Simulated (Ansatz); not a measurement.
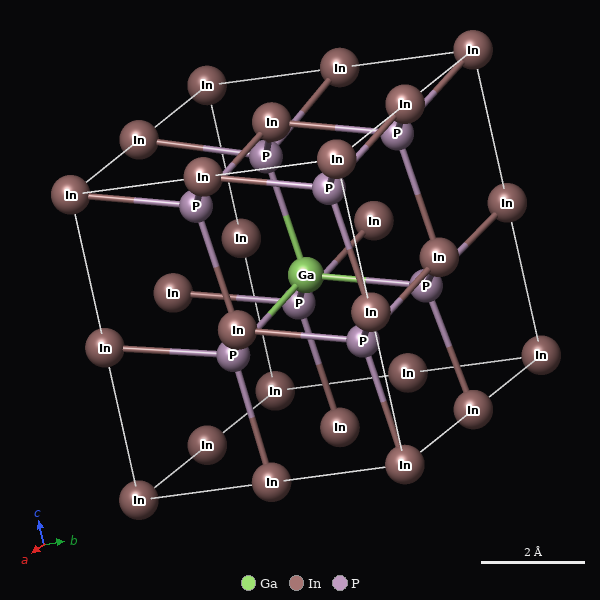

Ball-and-stick representation of a periodic structure, projected slightly off an axis. Thin lines show the supercell, with boundary atoms drawn in all their periodic places. The host is InP, in a cell of 16 sites, and the cell carries a charge of +1.

Which defect is modelled here, and what are its neighbours?

Gallium on an indium site (a substitutional impurity). It is bonded to four P in a tetrahedral arrangement at about 2.5 Å.

The numbers come from DFT PBE, scalar-relativistic, plane waves, PAW (Ansatz), using a cutoff energy of 420 eV, the zone sampled with 3×3×3 points, Gaussian smearing of 0.02 eV, collinear spins.

Does the defective cell carry a moment?

Yes, 0.4 μB in the cell.

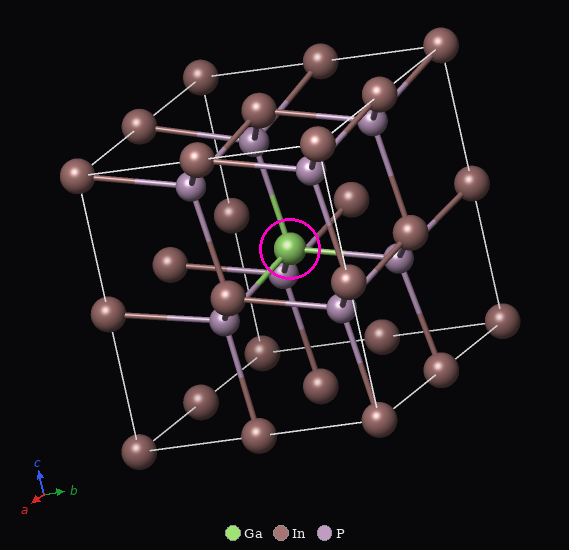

The same cell with a ring at the defect's site.

The atoms were relaxed in the host's cell with Ansatz 0.2.0, DFT PBE, scalar-relativistic, plane waves, PAW.
